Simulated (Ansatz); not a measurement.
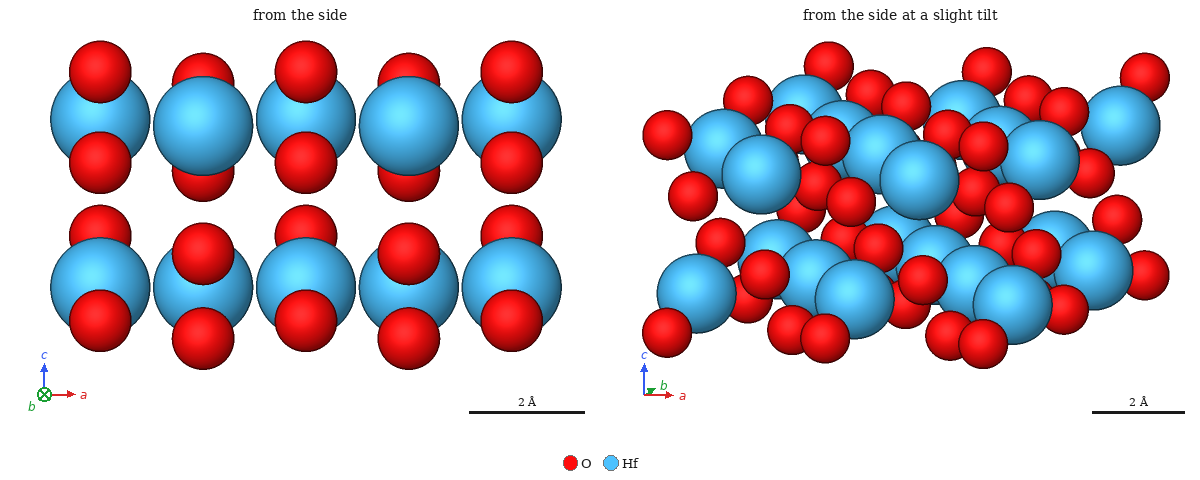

A spheres-only picture of a periodic slab, seen from the side and from the side at a slight tilt. The surface normal points up in side views; the vacuum is left out. 1×2 cells are drawn in the plane, with atoms at the edges repeated.

The cell holds 8 Hf, 16 O. The slab was cut from bulk HfO2 (P4_2/nmc).

### What is the thickness of the slab?

About 4.7 Å from the lowest to the highest atom.

### Which lattice plane is parallel to the surface?

(1 0 1).

Theory: DFT PBE+D3(BJ), scalar-relativistic, plane waves, PAW in Ansatz 0.2.0. Numerical settings: plane waves up to 420 eV, 2×3×1 k-points, Gaussian smearing of 0.05 eV, no spin polarisation.

### Where are the valence and conduction edges, measured from the vacuum above the top face?

The valence edge lies 6.41 eV below it (ionisation potential) and the conduction edge 2.59 eV (electron affinity). These are Kohn-Sham band edges, only estimates of the true removal and addition energies, and on cut faces they can belong to dangling-bond states in place of the bulk bands.

Provenance: a structure listed in the Materials Project, from which a slab was cut. The atoms were relaxed in a fixed cell with DFT PBE+D3(BJ), scalar-relativistic, plane waves, PAW (Ansatz), but for twelve held in place.

At this level of theory the run's own cell isn't at rest (forces up to 1.7 eV/Å), so its distances can differ from those at equilibrium, the more so the softer the solid.
